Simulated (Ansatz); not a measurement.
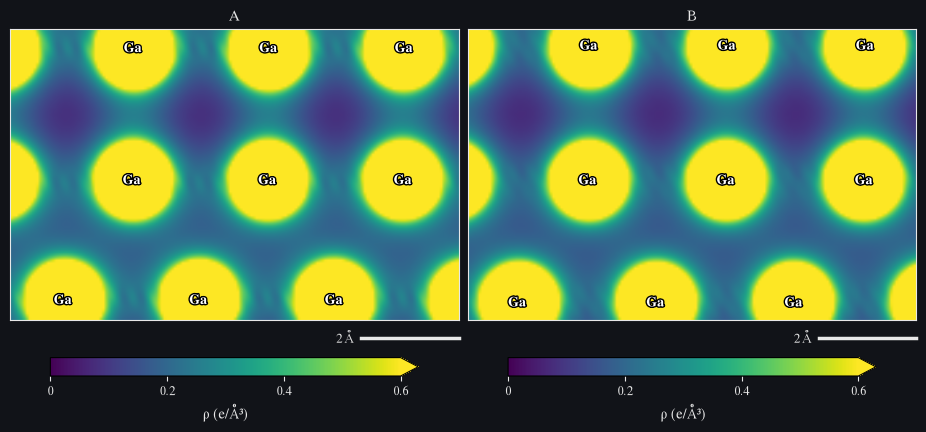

Ga. The valence pseudo-density of two cells that differ in size, on the (011̄) plane of each (indices in the axes of the calculation cell), at one length scale and on one colour scale; one has 18.2 and the other 19.3 Å³ an atom.

Theory: Ansatz 0.2.0, Kohn-Sham DFT of a periodic cell, PBE0, Ansatz PAW.

Core electrons are frozen (PAW), and the valence fields are smoothed inside the atomic spheres.

The larger cell:

```
Ga
1.0
     2.83291    0.00000    0.00000
     0.00000    3.34597    0.00000
    -1.36978    0.00000    4.06853
Ga
2
Direct
  0.13460 0.75000 0.77017
  0.86540 0.25000 0.22983
```

The smaller cell: a = 2.778 Å, b = 3.282 Å, c = 4.210 Å, α = 90.00°, β = 108.61°, γ = 90.00°.

Q: Which panel shows the smaller cell, and what does the compression change?

A: Panel A is the smaller cell, by 6 % in volume. From the larger cell to the smaller, Ga–Ga goes from 2.76 to 2.71 Å, and the density at its midpoint from 0.24 to 0.26 e/Å³; the pressure goes from −3.7 to −0.5 GPa.
